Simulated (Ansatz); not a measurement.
# Geometry relaxation of SnO$_{2}$ (part 2 of 2)

The same run, continued: SnO$_{2}$ (6 atoms in the cell); DFT PBE, scalar-relativistic, plane waves, PAW, no spin polarisation (Ansatz 0.2.0); cutoff 420 eV, 4×4×6 k-mesh, Gaussian smearing of 0.1 eV. The structure derives from an entry of the Crystallography Open Database.

Geometry of the input (Å; fractional positions):
```
4.7374  0.0000  0.0000
0.0000  4.7374  0.0000
0.0000  0.0000  3.1864
Sn 0.0000  0.0000  0.0000
Sn 0.5000  0.5000  0.5000
O  0.3056  0.3056  0.0000
O  0.1944  0.8056  0.5000
O  0.6944  0.6944  0.0000
O  0.8056  0.1944  0.5000
```

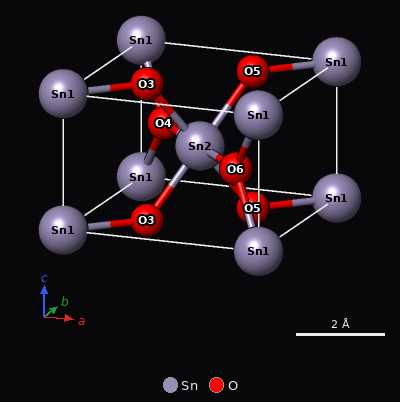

Figure 1. The geometry at step 2 of the log (ball-and-stick view of the cell of the calculation, seen slightly off an axis; atoms are numbered from 1 in the order of the input).

Output, continued:
```
relax step   4: F+E_penalty+E_count = -14317.96673738 eV  Δ(F+E_penalty+E_count) = -2.419e-2 eV  max|allowed force component| = 3.453e-2 eV/Å  Δτ_max = 0.0000 Å  P = +0.470 GPa  Ω = 75.203 Å³  stress off target by 5.33e-1 GPa  SCF on the basis re-selected at this cell (its energy is not comparable with the rows above)  (5 SCF iters)
basis re-selected at this cell: Δ(F+E_penalty+E_count) = -2.419e-2 eV, ΔP = +0.467 GPa vs the last step (what re-selecting the basis moved, of the pressure what is left beyond the Pulay correction that the steps carried, after the strain that the cell walked since its last selection, with what the two solves' SCF thresholds leave and, on support functions, any second-order correction that the steps lacked; it is no measure of the basis error at this ecutwfc). The dense FFT grid was sized anew with the basis: this SCF ran on 36×36×24 points, the steps before it on 32×32×24, so part of this shift can come from that change (see relax.cell in the input reference). This SCF's stress stands 5.33e-1 GPa from its target on what of the cell is left free (relax.cell.stress_tol is 5.00e-1 GPa) and its largest allowed force component is 3.45e-2 eV/Å (relax.f_tol is 5.00e-2 eV/Å): not within both, so this SCF does not close the relaxation
Crystal: 6 atoms, lattice volume = 75.386 Å³
Basis set: ecut = 420 eV, 1495 PW (Γ), exchange–correlation on 72×72×48 points (8 copies of the dense FFT grid, shifted against one another)
iter 1 solved again at ethr=3.84e-7 eV; its pass at ethr=3.10e-3 eV (dr2=2.00e-4 eV) is discarded
SCF iter   1: F=—  HF=-14317.966468 eV  |F-HF|=—  |Δ(HF+E_count)|=         —  Δρ=7.35e-4  dr2=2.19e-4  ethr=3.84e-7  ⟨swp⟩=2.2  Hψ=3659  notcnv=0
preconditioner: auto → Resta (q_TF=auto, 2.565 Å⁻¹)  ε∞=3.6  [insulator: Δε(μ)=0.691 eV  Ē_g=19.271 eV  σ=0.100 eV  W_gap=1.00  n_scr=18 (ndim 8)  ℏωp=30.8 eV  f_vac=0.035  D(μ)=0.00/eV (n_scr^D=0)  ε∞_Penn≈3.6]
SCF iter   2: F=—  HF=-14317.966374 eV  |F-HF|=—  |Δ(HF+E_count)|=   9.32e-5  Δρ=3.72e-4  dr2=5.29e-5  ethr=3.84e-7  ⟨swp⟩=2.8  Hψ=1088  notcnv=0
SCF iter   3: F=—  HF=-14317.966367 eV  |F-HF|=—  |Δ(HF+E_count)|=   7.38e-6  Δρ=1.14e-4  dr2=7.32e-6  ethr=1.02e-7  ⟨swp⟩=2.3  Hψ=1163  notcnv=0
SCF iter   4: F=-14317.966366 eV  HF=-14317.966366 eV  |F-HF|=9.93e-8  |Δ(HF+E_count)|=   1.32e-6  Δρ=2.10e-5  dr2=1.54e-7  ethr=1.15e-9  ⟨swp⟩=4.8  Hψ=3510  notcnv=0
SCF 5 converged in 4 iterations: F = -14317.966366 eV  dr2 = 1.54e-7
relax step   5: F+E_penalty+E_count = -14317.96636586 eV  Δ(F+E_penalty+E_count) = +3.715e-4 eV  max|allowed force component| = 1.821e-2 eV/Å  Δτ_max = 0.0039 Å  P = +0.179 GPa  Ω = 75.386 Å³  energy of the carried Pulay correction = -9.505e-4 eV  (4 SCF iters, dr2 threshold 6.00e-7 eV, accepted)
iter 1 solved again at ethr=2.02e-8 eV; its pass at ethr=3.10e-3 eV (dr2=1.05e-5 eV) is discarded
SCF iter   1: F=—  HF=-14317.967297 eV  |F-HF|=—  |Δ(HF+E_count)|=         —  Δρ=5.21e-5  dr2=2.60e-7  ethr=2.02e-8  ⟨swp⟩=3.7  Hψ=5512  notcnv=0
preconditioner: auto → Resta (q_TF=auto, 2.565 Å⁻¹)  ε∞=3.6  [insulator: Δε(μ)=0.694 eV  Ē_g=19.272 eV  σ=0.100 eV  W_gap=1.00  n_scr=18 (ndim 8)  ℏωp=30.8 eV  f_vac=0.035  D(μ)=0.00/eV (n_scr^D=0)  ε∞_Penn≈3.6]
SCF iter   2: F=—  HF=-14317.967259 eV  |F-HF|=—  |Δ(HF+E_count)|=   3.89e-5  Δρ=2.60e-5  dr2=8.22e-8  ethr=4.99e-10  ⟨swp⟩=2.0  Hψ=1064  notcnv=0
SCF iter   3: F=—  HF=-14317.967263 eV  |F-HF|=—  |Δ(HF+E_count)|=   4.65e-6  Δρ=6.66e-6  dr2=1.35e-8  ethr=1.58e-10  ⟨swp⟩=2.0  Hψ=1039  notcnv=0
SCF iter   4: F=-14317.967263 eV  HF=-14317.967263 eV  |F-HF|=1.94e-8  |Δ(HF+E_count)|=   1.12e-7  Δρ=1.71e-6  dr2=7.15e-10  ethr=1.15e-11  ⟨swp⟩=6.7  Hψ=3155  notcnv=0
SCF 6 converged in 4 iterations: F = -14317.967263 eV  dr2 = 7.15e-10
relax step   6: F+E_penalty+E_count = -14317.96726328 eV  Δ(F+E_penalty+E_count) = -8.974e-4 eV  max|allowed force component| = 1.806e-2 eV/Å  Δτ_max = 0.0000 Å  P = +0.190 GPa  Ω = 75.386 Å³  stress off target by 2.16e-1 GPa  SCF on the basis re-selected at this cell (its energy is not comparable with the rows above)  (4 SCF iters)
basis re-selected at this cell: Δ(F+E_penalty+E_count) = -8.974e-4 eV, ΔP = +0.011 GPa vs the last step (what re-selecting the basis moved, of the pressure what is left beyond the Pulay correction that the steps carried, after the strain that the cell walked since its last selection, with what the two solves' SCF thresholds leave and, on support functions, any second-order correction that the steps lacked; it is no measure of the basis error at this ecutwfc). This SCF's stress stands 2.16e-1 GPa from its target on what of the cell is left free (relax.cell.stress_tol is 5.00e-1 GPa) and its largest allowed force component is 1.81e-2 eV/Å (relax.f_tol is 5.00e-2 eV/Å): within both
SCF converged after 4 iterations
Free energy (F): -14317.967263 eV
Harris-Foulkes:  -14317.967263 eV  (|F-HF|=1.94e-8)
Internal energy: -14317.967263 eV  (E = F + TS)
E sigma→0 (E₀):  -14317.967263 eV
Fermi energy:    9.103681 eV
--- Per-component energies (eV) ---
  E_band       = -153.955100
  E_kinetic    = 1078.149428
  E_local      = -2962.077014  (includes V_loc(G=0)·N_el)
  E_nonlocal   = 133.857819
  E_hartree    = 1523.567477
  E_xc         = -1053.267012
  E_vxc        = -561.695042  (∫ρ·V_xc dr)
  E_paw        = -8928.413722  (= ΣΔE_a)
  E_vpaw       = -889.335811  (= ΣTr[D̂ρ^β])
  E_aug_tail   = 0.009862  (compensation charges beyond the density's cutoff)
  E_ewald      = -4109.794100
  E_smearing   = -0.000000  (= −TS)
  E_closure    = -0.000000  (closes the sum)
  Σ components = -14317.967263   (vs F -14317.967263, Δ=0.00e0)
--- Forces (eV/Å), atoms counted from 1 ---
  atom   1  Sn     0.00000000     0.00000000     0.00000000
  atom   2  Sn     0.00000000    -0.00000000     0.00000000
  atom   3  O     -0.01806168    -0.01806168     0.00000000
  atom   4  O      0.01806168    -0.01806168     0.00000000
  atom   5  O      0.01806168     0.01806168     0.00000000
  atom   6  O     -0.01806168     0.01806168     0.00000000
  max |Σ_I F_I| component: 3.47e-18 eV/Å
--- Stress (GPa, compression-positive) ---
        0.177276       0.000000       0.000000
        0.000000       0.177276       0.000000
        0.000000       0.000000       0.216190
  P = ⅓ Tr σ = 0.1902 GPa (1.902 kbar)
--- Band table (eV; the first three rows and the last of 24) ---
  k-point 0: bands = ["-12.2838", "-11.6254", "-11.4225", "-11.3971", "-11.3971", "-11.3230", "-11.2976", "-11.2284", "-11.1956", "-11.1956", "-9.8989", "-8.1850", "-8.1850", "-6.6680", "0.8028", "4.8653", "4.8653", "4.9804", "5.8537", "6.7746", "6.7829", "7.5080", "7.5080", "8.0205", "8.0205", "8.7566", "9.4508", "14.4637", "14.8424", "14.8424", "18.9162", "18.9920"]
  k-point 1: bands = ["-12.1702", "-11.5969", "-11.5969", "-11.5110", "-11.3810", "-11.3383", "-11.2889", "-11.2291", "-11.2224", "-11.2224", "-9.7457", "-7.8395", "-7.8395", "-6.8528", "0.8059", "4.7690", "5.0970", "5.0970", "5.2406", "6.0281", "6.5256", "6.6540", "6.6540", "8.0299", "8.0299", "8.5492", "10.9911", "14.8998", "15.8812", "15.8812", "17.6702", "20.1640"]
  k-point 2: bands = ["-11.9273", "-11.9273", "-11.9039", "-11.4663", "-11.2813", "-11.2683", "-11.2667", "-11.2667", "-11.2606", "-11.2339", "-9.2179", "-7.4360", "-7.2024", "-7.2024", "0.9772", "3.2105", "4.6508", "5.1946", "5.1946", "5.8240", "5.8421", "5.8421", "6.5214", "7.8120", "7.8120", "7.9842", "12.9915", "15.1134", "17.2933", "17.7958", "17.7958", "19.4978"]
  k-point 23: bands = ["-12.0782", "-12.0782", "-11.6511", "-11.6511", "-11.2897", "-11.2897", "-11.2423", "-11.2423", "-11.1987", "-11.1987", "-8.1873", "-8.1873", "-6.9643", "-6.9643", "1.0169", "1.0169", "3.9819", "3.9819", "6.2559", "6.2559", "6.3270", "6.3270", "7.8396", "7.8396", "7.9782", "7.9782", "13.1398", "13.1398", "17.3824", "17.3824", "19.3434", "19.3434"]
--- Relaxed structure (4 steps of the walk, 4 accepted, 2 SCFs on fresh bases) ---
  F+E_penalty+E_count = -14317.96726328 eV   max|allowed force component| = 1.806e-2 eV/Å   (the final SCF, on the basis selected at the relaxed cell)
  cell:  # Å, volume = 75.3858 Å³
    - [4.825598576912468, -1.6485930901590367e-33, 0.0]
    - [0.0, 4.825598576912468, 0.0]
    - [0.0, 0.0, 3.2373310089457306]
  atoms:
    - { symbol: Sn, position: [-7.62875287158087e-20, 9.535941089476234e-21, 0.0] }
    - { symbol: Sn, position: [0.5, 0.5, 0.5] }
    - { symbol: O, position: [0.30674616307091657, 0.30674616307091657, 0.0] }
    - { symbol: O, position: [0.1932538369290835, 0.8067461630709166, 0.5] }
    - { symbol: O, position: [0.6932538369290836, 0.6932538369290836, 0.0] }
    - { symbol: O, position: [0.8067461630709166, 0.1932538369290835, 0.5] }
```

Trajectory as extended XYZ (Å, eV, eV/Å), 6 frames, from step=1 to step=6:
```
6
Lattice="4.7374 0.0000 0.0000 0.0000 4.7374 0.0000 0.0000 0.0000 3.1864" Properties=species:S:1:pos:R:3:forces:R:3 step=1 energy=-14317.84296 pressure_GPa=10.80
Sn    0.0000    0.0000    0.0000    0.0000   0.0000   0.0000
Sn    2.3687    2.3687    1.5932    0.0000   0.0000   0.0000
O     1.4478    1.4478    0.0000   -0.0250  -0.0250   0.0000
O     0.9208    3.8165    1.5932    0.0250  -0.0250   0.0000
O     3.2895    3.2895    0.0000    0.0250   0.0250   0.0000
O     3.8165    0.9208    1.5932   -0.0250   0.0250   0.0000
6
Lattice="4.8105 0.0000 0.0000 0.0000 4.8105 0.0000 0.0000 0.0000 3.2420" Properties=species:S:1:pos:R:3:forces:R:3 step=2 energy=-14317.94293 pressure_GPa=0.38
Sn    0.0000    0.0000    0.0000    0.0000   0.0000   0.0000
Sn    2.4052    2.4052    1.6210    0.0000   0.0000   0.0000
O     1.4732    1.4732    0.0000    0.0245   0.0245   0.0000
O     0.9320    3.8785    1.6210   -0.0245   0.0245   0.0000
O     3.3372    3.3372    0.0000   -0.0245  -0.0245   0.0000
O     3.8785    0.9320    1.6210    0.0245  -0.0245   0.0000
6
Lattice="4.8195 0.0000 0.0000 0.0000 4.8195 0.0000 0.0000 0.0000 3.2376" Properties=species:S:1:pos:R:3:forces:R:3 step=3 energy=-14317.94254 pressure_GPa=0.00
Sn    0.0000    0.0000    0.0000    0.0000   0.0000   0.0000
Sn    2.4098    2.4098    1.6188    0.0000   0.0000   0.0000
O     1.4756    1.4756    0.0000    0.0340   0.0340   0.0000
O     0.9342    3.8853    1.6188   -0.0340   0.0340   0.0000
O     3.3440    3.3440    0.0000   -0.0340  -0.0340   0.0000
O     3.8853    0.9342    1.6188    0.0340  -0.0340   0.0000
6
Lattice="4.8195 0.0000 0.0000 0.0000 4.8195 0.0000 0.0000 0.0000 3.2376" Properties=species:S:1:pos:R:3:forces:R:3 step=4 energy=-14317.96674 pressure_GPa=0.47
Sn    0.0000    0.0000    0.0000    0.0000   0.0000   0.0000
Sn    2.4098    2.4098    1.6188    0.0000   0.0000   0.0000
O     1.4756    1.4756    0.0000    0.0345   0.0345   0.0000
O     0.9342    3.8853    1.6188   -0.0345   0.0345   0.0000
O     3.3440    3.3440    0.0000   -0.0345  -0.0345   0.0000
O     3.8853    0.9342    1.6188    0.0345  -0.0345   0.0000
6
Lattice="4.8256 0.0000 0.0000 0.0000 4.8256 0.0000 0.0000 0.0000 3.2373" Properties=species:S:1:pos:R:3:forces:R:3 step=5 energy=-14317.96637 pressure_GPa=0.18
Sn    0.0000    0.0000    0.0000    0.0000   0.0000   0.0000
Sn    2.4128    2.4128    1.6187    0.0000   0.0000   0.0000
O     1.4802    1.4802    0.0000   -0.0182  -0.0182   0.0000
O     0.9326    3.8930    1.6187    0.0182  -0.0182   0.0000
O     3.3454    3.3454    0.0000    0.0182   0.0182   0.0000
O     3.8930    0.9326    1.6187   -0.0182   0.0182   0.0000
6
Lattice="4.8256 0.0000 0.0000 0.0000 4.8256 0.0000 0.0000 0.0000 3.2373" Properties=species:S:1:pos:R:3:forces:R:3 step=6 energy=-14317.96726 pressure_GPa=0.19
Sn    0.0000    0.0000    0.0000    0.0000   0.0000   0.0000
Sn    2.4128    2.4128    1.6187    0.0000   0.0000   0.0000
O     1.4802    1.4802    0.0000   -0.0181  -0.0181   0.0000
O     0.9326    3.8930    1.6187    0.0181  -0.0181   0.0000
O     3.3454    3.3454    0.0000    0.0181   0.0181   0.0000
O     3.8930    0.9326    1.6187   -0.0181   0.0181   0.0000
```

Summary:

- outcome: converged
- space group (tolerance 0.01 Å): P4₂/mnm (136)
- electrons treated: 52
- free energy: −14317.9673 eV
- Fermi energy: 9.104 eV
- gap on the k-point mesh: 0.69 eV
- pressure: 0.19 GPa
- final volume: 75.39 Å³
- largest force (length of the vector) at the end: 0.026 eV/Å
- final cell: a = 4.826 Å, b = 4.826 Å, c = 3.237 Å, α = 90.00°, β = 90.00°, γ = 90.00°
- hardware: 2 threads of Arm Neoverse V2, 24 GiB of memory available, shared host
- wall time: 8.7 s (CPU time 17 s)
- peak memory: 0.34 GiB
